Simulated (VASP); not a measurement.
**LiBr: band-structure calculation**

LiBr (Fm-3m, 2 atoms in the cell), computed with DFT, r2SCAN, plane waves, PAW (VASP 6.6.1).

The structure derives from an entry of the Crystallography Open Database. The geometry comes from this level: r2SCAN (a point of a series of strains).

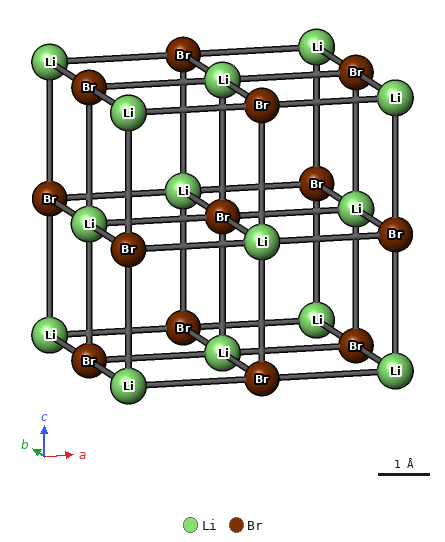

*The structure as given in the input (ball-and-stick view of the cell 4 times as large as that of the calculation, set on its symmetry axes, seen slightly off an axis).*

Near neighbours in the crystal (not all of them lie inside the picture): Li has 6 Br at 2.74 Å; Br has 6 Li at 2.74 Å.

INCAR
```
ENCUT = 520.000000
SIGMA = 0.010000
EDIFF = 1.00e-07
ALGO = Normal
METAGGA = R2SCAN
PREC = Accurate
IBRION = -1
ISIF = 2
ISMEAR = 0
NBANDS = 12
NELM = 120
NSW = 0
LASPH = .TRUE.
LCHARG = .TRUE.
LELF = .TRUE.
LWAVE = .FALSE.
LREAL = .FALSE.
```

KPOINTS
```
KPOINTS created by Atomic Simulation Environment
0
Gamma
8 8 8
0 0 0
```

KPOINTS_OPT
```
special points
7
Reciprocal
0.0000000000 0.0000000000 0.0000000000 1
0.5000000000 0.0000000000 0.5000000000 1
0.6250000000 0.2500000000 0.6250000000 1
0.3750000000 0.3750000000 0.7500000000 1
0.5000000000 0.5000000000 0.5000000000 1
0.5000000000 0.2500000000 0.7500000000 1
-0.0833330000 0.0000000000 0.0833330000 1
```

POSCAR
```
Li Br
 1.0000000000000000
     0.0000000000000000    2.7395485815746743    2.7395485815746743
     2.7395485815746743    0.0000000000000000    2.7395485815746743
     2.7395485815746743    2.7395485815746743    0.0000000000000000
 Li  Br
   1   1
Cartesian
  0.0000000000000000 -0.0000000000000000  0.0000000000000000
  2.7395485815746743  2.7395485815746743  2.7395485815746743
```

Hardware: 1 CPU thread, shared host.

Run as:
```bash
mpirun -np 1 vasp_std
```

OSZICAR
```
N       E                     dE             d eps       ncg     rms          rms(c)
DAV:   1     0.280887087838E+02    0.28089E+02   -0.40760E+03   696   0.781E+02
DAV:   2    -0.180297069263E+02   -0.46118E+02   -0.44049E+02   856   0.138E+02
DAV:   3    -0.207275461391E+02   -0.26978E+01   -0.26897E+01   948   0.350E+01
DAV:   4    -0.207963008308E+02   -0.68755E-01   -0.68733E-01   956   0.542E+00
DAV:   5    -0.207966692081E+02   -0.36838E-03   -0.36837E-03   892   0.414E-01    0.177E+00
DAV:   6    -0.191564879809E+02    0.16402E+01   -0.39013E-01   924   0.435E+00    0.147E+00
DAV:   7    -0.191562371735E+02    0.25081E-03   -0.17494E-01   724   0.247E+00    0.405E-01
DAV:   8    -0.191529710157E+02    0.32662E-02   -0.42876E-02   736   0.111E+00    0.432E-01
DAV:   9    -0.191517286287E+02    0.12424E-02   -0.40154E-03   804   0.504E-01    0.414E-02
DAV:  10    -0.191514890910E+02    0.23954E-03   -0.65797E-04   896   0.186E-01    0.427E-02
DAV:  11    -0.191518859382E+02   -0.39685E-03   -0.15910E-04   828   0.102E-01    0.316E-02
DAV:  12    -0.191517342870E+02    0.15165E-03   -0.30965E-05   764   0.406E-02    0.466E-03
DAV:  13    -0.191517304302E+02    0.38569E-05   -0.44152E-07   928   0.570E-03    0.307E-03
DAV:  14    -0.191517526393E+02   -0.22209E-04   -0.31705E-07   784   0.463E-03    0.151E-03
DAV:  15    -0.191517541281E+02   -0.14888E-05   -0.39094E-09   492   0.623E-04    0.651E-04
DAV:  16    -0.191517547447E+02   -0.61661E-06   -0.36098E-09   456   0.389E-04    0.377E-05
DAV:  17    -0.191517551387E+02   -0.39406E-06   -0.25314E-10   416   0.134E-04    0.429E-05
DAV:  18    -0.191517549756E+02    0.16311E-06   -0.58622E-11   420   0.739E-05    0.149E-05
DAV:  19    -0.191517549366E+02    0.39026E-07   -0.77002E-12   420   0.223E-05
   1 F= -.19151755E+02 E0= -.19151755E+02  d E =-.294083-143
       N       E                     dE             ncg
DAV:   1     0.771233606899E+01   -0.25765E+04      168
DAV:   2    -0.329697756674E+03   -0.33741E+03      212
DAV:   3    -0.346299557111E+03   -0.16602E+02      224
DAV:   4    -0.346773700778E+03   -0.47414E+00      236
DAV:   5    -0.346776087545E+03   -0.23868E-02      224
DAV:   6    -0.346776124272E+03   -0.36727E-04      236
DAV:   7    -0.346776124461E+03   -0.18982E-06      224
DAV:   8    -0.346776124465E+03   -0.36625E-08      200
```

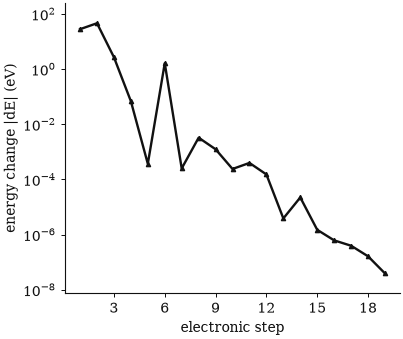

*Convergence of the self-consistent field: energy change |dE| against the electronic step.*

It takes 19 electronic steps. The density is held fixed in the first few steps, and dE rises again when its update begins.

Parts of OUTCAR
```
k-points           NKPTS =     29   k-points in BZ     NKDIM =     29   number of bands    NBANDS=     12

   NELECT =      10.0000    total number of electrons

   dimension x,y,z NGX =    30 NGY =   30 NGZ =   30
   dimension x,y,z NGXF=    60 NGYF=   60 NGZF=   60

  energy-cutoff  :      520.00
  volume of cell :       41.12
      direct lattice vectors                 reciprocal lattice vectors
     0.000000000  2.739548582  2.739548582    -0.182511821  0.182511821  0.182511821
     2.739548582  0.000000000  2.739548582     0.182511821 -0.182511821  0.182511821
     2.739548582  2.739548582  0.000000000     0.182511821  0.182511821 -0.182511821

 k-points in reciprocal lattice and weights: KPOINTS created by Atomic Simulation Env
   0.00000000  0.00000000  0.00000000       0.002
   0.12500000  0.00000000  0.00000000       0.016
   0.25000000  0.00000000  0.00000000       0.016
   0.37500000  0.00000000  0.00000000       0.016
   0.50000000  0.00000000  0.00000000       0.008
   0.12500000  0.12500000  0.00000000       0.012
   0.25000000  0.12500000  0.00000000       0.047
   0.37500000  0.12500000  0.00000000       0.047
   0.50000000  0.12500000  0.00000000       0.047
  -0.37500000  0.12500000  0.00000000       0.047
  -0.25000000  0.12500000  0.00000000       0.047
  -0.12500000  0.12500000  0.00000000       0.023
   0.25000000  0.25000000  0.00000000       0.012
   0.37500000  0.25000000  0.00000000       0.047
   0.50000000  0.25000000  0.00000000       0.047
  -0.37500000  0.25000000  0.00000000       0.047
  -0.25000000  0.25000000  0.00000000       0.023
   0.37500000  0.37500000  0.00000000       0.012
   0.50000000  0.37500000  0.00000000       0.047
  -0.37500000  0.37500000  0.00000000       0.023
   0.50000000  0.50000000  0.00000000       0.006
   0.37500000  0.25000000  0.12500000       0.047
   0.50000000  0.25000000  0.12500000       0.094
  -0.37500000  0.25000000  0.12500000       0.047
   0.50000000  0.37500000  0.12500000       0.047
  -0.37500000  0.37500000  0.12500000       0.094
  -0.25000000  0.37500000  0.12500000       0.047
  -0.37500000  0.50000000  0.12500000       0.023
  -0.25000000  0.50000000  0.25000000       0.012

 E-fermi :   0.1942

 k-point     1 :       0.0000    0.0000    0.0000
  band No.  band energies     occupation
      1     -45.7056      2.00000
      2     -13.9266      2.00000
      3       0.0153      2.00000
      4       0.0153      2.00000
      5       0.0153      2.00000
      6       5.9458      0.00000
      7      11.2403      0.00000
      8      11.2403      0.00000
      9      11.2403      0.00000
     10      13.5233      0.00000
     11      13.5233      0.00000
     12      13.5244      0.00000

 k-point     2 :       0.1250    0.0000    0.0000
  band No.  band energies     occupation
      1     -45.7056      2.00000
      2     -13.8587      2.00000
      3      -0.5605      2.00000
      4      -0.0302      2.00000
      5      -0.0302      2.00000
      6       6.4515      0.00000
      7      10.5503      0.00000
      8      11.1564      0.00000
      9      11.1566      0.00000
     10      12.3057      0.00000
     11      12.3059      0.00000
     12      13.8550      0.00000

 k-point     3 :       0.2500    0.0000    0.0000
  band No.  band energies     occupation
      1     -45.7052      2.00000
      2     -13.6866      2.00000
      3      -1.6717      2.00000
      4      -0.1341      2.00000
      5      -0.1341      2.00000
      6       6.8682      0.00000
      7      10.0423      0.00000
      8      10.0427      0.00000
      9      10.6696      0.00000
     10      13.1977      0.00000
     11      13.1978      0.00000
     12      14.2283      0.00000

 k-point     4 :       0.3750    0.0000    0.0000
  band No.  band energies     occupation
      1     -45.7048      2.00000
      2     -13.5013      2.00000
      3      -2.5832      2.00000
      4      -0.2304      2.00000
      5      -0.2303      2.00000
      6       6.5861      0.00000
      7       9.1952      0.00000
      8       9.1956      0.00000
      9      12.1636      0.00000
     10      14.6785      0.00000
     11      15.0225      0.00000
     12      15.0226      0.00000

 k-point     5 :       0.5000    0.0000    0.0000
  band No.  band energies     occupation
      1     -45.7046      2.00000
      2     -13.4200      2.00000
      3      -2.9272      2.00000
      4      -0.2682      2.00000
      5      -0.2682      2.00000
      6       6.4114      0.00000
      7       8.9035      0.00000
      8       8.9040      0.00000
      9      13.1182      0.00000
     10      15.1872      0.00000
     11      16.6842      0.00000
     12      16.6842      0.00000

 [... the levels of 23 k-points are left out ...]

 k-point    29 :      -0.2500    0.5000    0.2500
  band No.  band energies     occupation
      1     -45.7044      2.00000
      2     -13.2186      2.00000
      3      -2.1829      2.00000
      4      -2.1828      2.00000
      5      -1.1464      2.00000
      6       8.9432      0.00000
      7       9.5005      0.00000
      8      10.2736      0.00000
      9      10.2736      0.00000
     10      15.2817      0.00000
     11      15.2822      0.00000
     12      18.4300      0.00000

  Total       -0.0741577     -0.0741577     -0.0741577      0.0000000      0.0000000      0.0000000
  in kB       -2.8893471     -2.8893471     -2.8893471      0.0000000      0.0000000      0.0000000
  external PRESSURE =      -2.8893471 kB  Pullay stress =       0.0000000 kB

 POSITION                                       TOTAL-FORCE (eV/Angst)
 -----------------------------------------------------------------------------------
      0.00000      0.00000      0.00000        -0.000000      0.000000     -0.000000
      2.73955      2.73955      2.73955         0.000000     -0.000000      0.000000
 -----------------------------------------------------------------------------------
    total drift:                               -0.000000     -0.000000      0.000000

  FREE ENERGIE OF THE ION-ELECTRON SYSTEM (eV)
  ---------------------------------------------------
  free  energy   TOTEN  =       -19.1517549366 eV

  energy  without entropy=      -19.1517549366  energy(sigma->0) =      -19.15175494
```

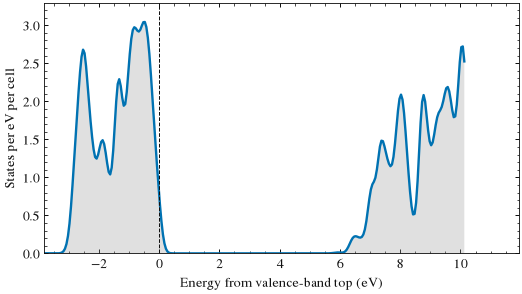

*Density of states (the curve is built from the levels of the k mesh with Gaussians 0.3 eV wide, which also blur the band edges), with energies from the valence-band top.*

There is a gap of 5.93 eV on the k-point mesh. Small ripples come from the finite k-point mesh.

Summary

- outcome: converged
- space group (tolerance 0.01 Å): Fm-3m (225)
- electrons treated: 10
- free energy: −19.1518 eV
- Fermi energy: 0.194 eV
- band gap: 5.93 eV
- pressure: −0.29 GPa
- largest force (length of the vector): under 0.001 eV/Å
- wall time: 85 s
- peak memory: 0.17 GiB
